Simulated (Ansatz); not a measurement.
System: Ga3Se.

Input

```
crystal:
  lattice:
    - [4.4084262922, 0.0, 0.0]
    - [0.0, 4.4084262922, 0.0]
    - [0.0, 0.0, 4.4084262922]
  atoms:
    - { symbol: Ga, position: [0.0, 0.5, 0.5] }
    - { symbol: Ga, position: [0.5, 0.0, 0.5] }
    - { symbol: Ga, position: [0.5, 0.5, 0.0] }
    - { symbol: Se, position: [0.0, 0.0, 0.0] }
basis:
  ecutwfc: 420
kpoints:
  mp_grid: { grid: [10, 10, 10] }
  band_path:
    path:
      - [[0.0, 0.0, 0.0], [0.0, 0.5, 0.0], [0.5, 0.5, 0.0], [0.0, 0.0, 0.0], [0.5, 0.5, 0.5], [0.0, 0.5, 0.0]]
      - [[0.5, 0.5, 0.5], [0.5, 0.5, 0.0]]
    npoints: 14
hamiltonian:
  xc: pbe
scf:
  occupations: { method: gaussian, width: 0.1 }
  n_extra_bands: 10
output:
  forces: true
  stress: true
  eigenvalues: true
  populations: true
  dos: { projected: true, de: 0.02, nscf_kmesh: { grid: [12, 12, 12] } }
  bader: true
  write_density: true
  write_potential: true
  elf: true
  volumetric_format: npy
```

Run with:

```sh
ansatz run input.yaml --threads 1 --pin off --max-ram 2560MiB --backend cpu --events-out ev --progress --plain --runs-dir out
```

Below, planes, directions and counts refer to the conventional cell (a = 4.41 Å, b = 4.41 Å, c = 4.41 Å, α = 90.00°, β = 90.00°, γ = 90.00°).

Space group Pm-3m; a structure generated by program, which may or may not match a known phase; computed without spin polarisation.

Computed with DFT PBE, scalar-relativistic, plane waves, PAW (Ansatz 0.2.0).

What will maps of the valence pseudo-density and electron localisation function show?

Answer. Ga–Se (3.12 Å): ρ is about 0.16 e/Å³ halfway; the ELF is about 0.25 at the midpoint.
Bader's partition of the density gives Ga +0.25 and Se −0.76 e.

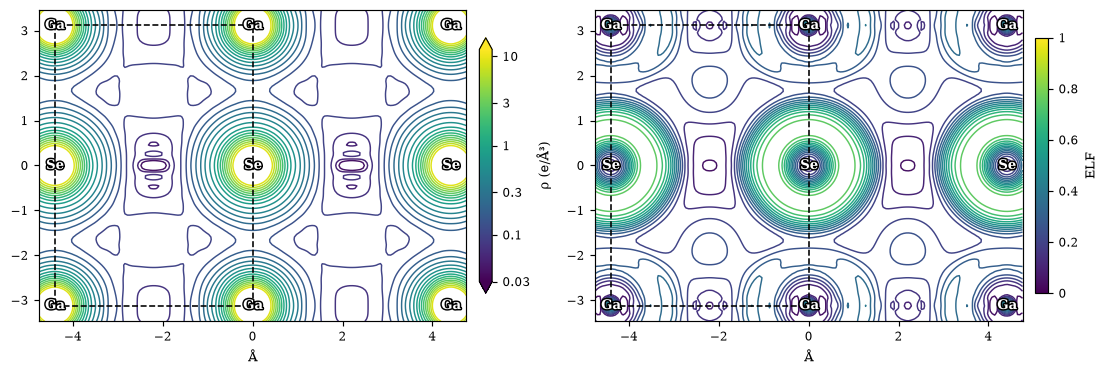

Computed valence pseudo-density and electron localisation function on the (110) plane of the conventional cell, in this order. 

In a PAW calculation such maps are meaningful between the atoms, not at the nuclei.
